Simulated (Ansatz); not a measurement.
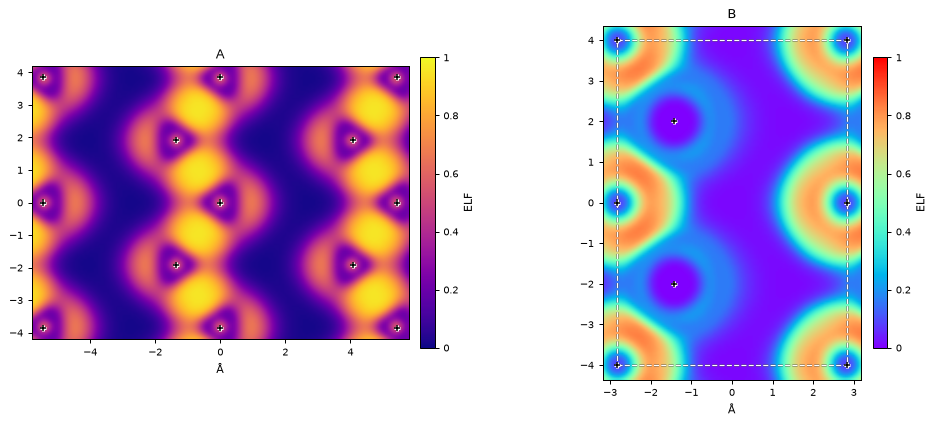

The electron localisation function of 2 systems, each on a plane through atoms (crosses mark nuclei in the plane).

Method: Ansatz, Kohn-Sham DFT of a periodic cell, PBE, Ansatz PAW.

System 1: Si, the (110) plane of the conventional cell. Space group Fd-3m; a structure from a database of computed crystals, not necessarily the ambient phase.

System 2: ZnSe, the (101) plane of the conventional cell. Space group F-43m; computed pressure about 2 GPa in this cell.

```
Se Zn
1.0
     5.66760    0.00000    0.00000
     0.00000    0.00000   -5.66760
     0.00000    5.66760    0.00000
Se Zn
4 4
Direct
  0.75000 0.75000 0.25000
  0.25000 0.75000 0.75000
  0.25000 0.25000 0.25000
  0.75000 0.25000 0.75000
  0.50000 0.50000 0.00000
  0.00000 0.50000 0.50000
  0.00000 0.00000 0.00000
  0.50000 0.00000 0.50000
```

Match each panel to its system.

Panel A is system 1, Si: the plane holds Si. Si–Si (2.36 Å): the ELF peaks at about 0.95 between the atoms, as expected for a covalent bond. Panel B is system 2, ZnSe: the plane holds Se and Zn. Zn–Se (2.45 Å): the ELF is about 0.60 at the midpoint.
